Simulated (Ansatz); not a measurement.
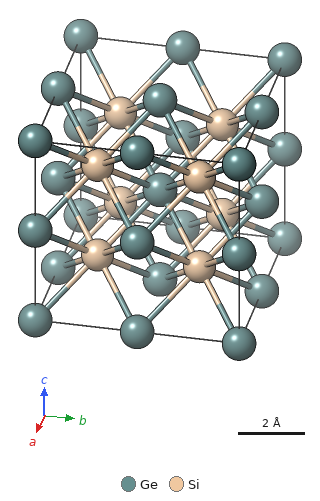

Starting frame of a dynamics run of a 16-atom cell of SiGe (built on the CsCl type). The picture is a ball-and-stick view of the simulation cell, seen from a free direction. Bonds to atoms that aren't drawn are left out.

Level of theory: DFT, r2SCAN, plane waves, PAW (Ansatz).

The input:
```yaml
crystal:
  lattice:
    - [6.4203012641, 0.0, 0.0]
    - [0.0, 6.4203012641, 0.0]
    - [0.0, 0.0, 6.4203012641]
  atoms:
    - { symbol: Ge, position: [0.0, 0.0, 0.0] }
    - { symbol: Si, position: [0.25, 0.25, 0.25] }
    - { symbol: Ge, position: [0.0, 0.0, 0.5] }
    - { symbol: Si, position: [0.25, 0.25, 0.75] }
    - { symbol: Ge, position: [0.0, 0.5, 0.0] }
    - { symbol: Si, position: [0.25, 0.75, 0.25] }
    - { symbol: Ge, position: [0.0, 0.5, 0.5] }
    - { symbol: Si, position: [0.25, 0.75, 0.75] }
    - { symbol: Ge, position: [0.5, 0.0, 0.0] }
    - { symbol: Si, position: [0.75, 0.25, 0.25] }
    - { symbol: Ge, position: [0.5, 0.0, 0.5] }
    - { symbol: Si, position: [0.75, 0.25, 0.75] }
    - { symbol: Ge, position: [0.5, 0.5, 0.0] }
    - { symbol: Si, position: [0.75, 0.75, 0.25] }
    - { symbol: Ge, position: [0.5, 0.5, 0.5] }
    - { symbol: Si, position: [0.75, 0.75, 0.75] }
kpoints:
  mp_grid: { grid: [2, 2, 2] }
hamiltonian:
  xc: r2scan
scf:
  occupations: { method: fermi_dirac, width: 0.039 }
md:
  ensemble: npt_langevin
  temperature: 450
  timestep: 1.5
  n_steps: 20
  initial_velocities: maxwell_boltzmann
  seed: 5822
```

Launched with:
```bash
ansatz run input.yaml --threads 4 --pin off --max-ram 3686MiB --backend cpu --events-out ev --progress --plain --runs-dir out
```

**Predict how the run goes.**

The mean temperature in the second half is 399 K (standard deviation 63 K). The potential energy is still drifting at the end, so the run hasn't reached equilibrium. The potential energy in the second half lies on average 17.4 meV per atom above the first frame. The mean pressure there is 0.4 GPa. The volume ends −1.7 % from the start. Root-mean-square distances from the starting positions over the second half, with the common drift of all atoms taken out: Si 0.14 Å, Ge 0.09 Å. The run lasts only 30 fs, too short to tell vibration from diffusion. The conserved quantity stays between −0.01 and 0.0088 meV per atom of its start. A straight-line fit has a slope that amounts to +0.007 meV per atom over 30 fs (under 0.1 % of the mean kinetic energy), and the ripple about it is under 0.1 % of the kinetic energy's fluctuation. With a drift under 2 % and a ripple under 7 %, the integration is accurate.

Along the run (each row but the first and the last is the mean over the interval that it begins):

```csv
time (fs),potential energy (meV/atom),T (K),p (GPa)
0.0,0.0,422,-1.6
4.5,1.0,486,-1.4
9.0,3.4,459,-1.1
13.5,7.4,450,-0.6
18.0,12.7,458,0.0
22.5,19.2,378,0.6
27.0,26.4,322,1.1
```

The paths of the atoms, magnified 3 times:

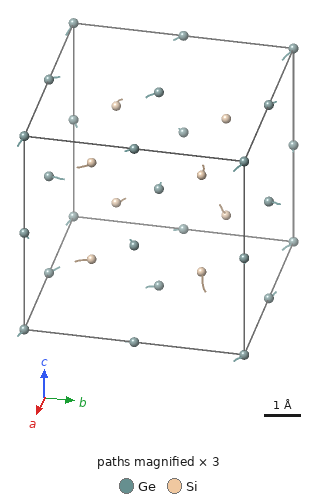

Limits of the set-up: the k-point mesh is coarse for a cell with partly filled bands.
